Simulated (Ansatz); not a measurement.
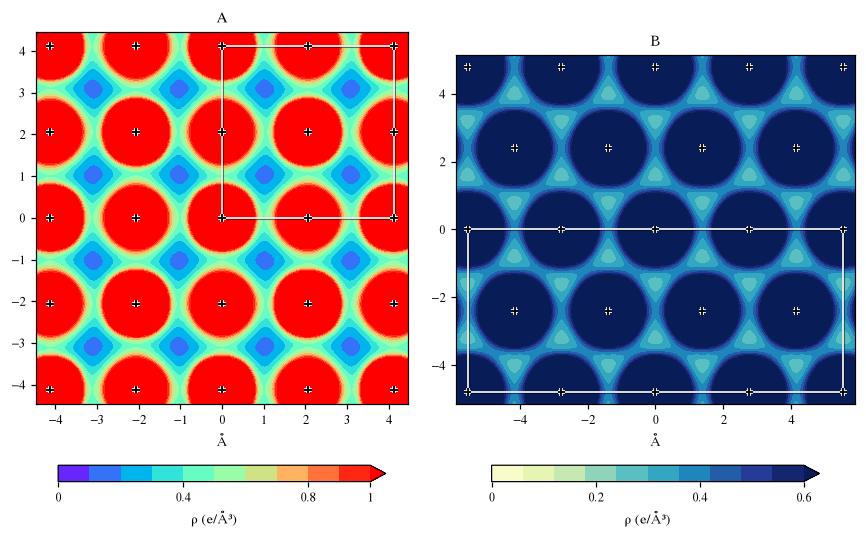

The valence electron density of 2 systems, each on a plane through atoms (crosses mark nuclei in the plane).

Method: DFT PBEsol, scalar-relativistic, plane waves, PAW (Ansatz).

System 1: Pt, the (110) plane of the calculation cell. Space group Fm-3m.

```
Pt
1.0
     3.91580    0.00000    0.00000
     0.00000    1.95790   -1.95790
     0.00000    7.83160    7.83160
Pt
8
Direct
  0.00000 0.00000 0.00000
  0.50000 0.50000 0.12500
  0.00000 0.00000 0.25000
  0.50000 0.50000 0.37500
  0.00000 0.00000 0.50000
  0.50000 0.50000 0.62500
  0.00000 0.00000 0.75000
  0.50000 0.50000 0.87500
```

System 2: NiO, the (010) plane of the conventional cell. Space group Fm-3m; spin-polarised.

```xyz
8
Lattice="4.1161 0.0000 0.0000 0.0000 4.1161 0.0000 0.0000 0.0000 4.1161" Properties=species:S:1:pos:R:3 pbc="T T T"
Ni    0.0000    0.0000    0.0000
Ni    2.0581    2.0581    0.0000
Ni    2.0581    0.0000    2.0581
Ni    0.0000    2.0581    2.0581
O     2.0581    0.0000    0.0000
O     0.0000    2.0581    0.0000
O     0.0000    0.0000    2.0581
O     2.0581    2.0581    2.0581
```

Match each panel to its system.

Answer. Panel A is system 2, NiO: the plane holds Ni and O. Ni–O (2.06 Å): the density is about 0.5 e/Å³ at the midpoint. Panel B is system 1, Pt: the plane holds Pt. Pt–Pt (2.77 Å): ρ at the midpoint is about 0.38 e/Å³.
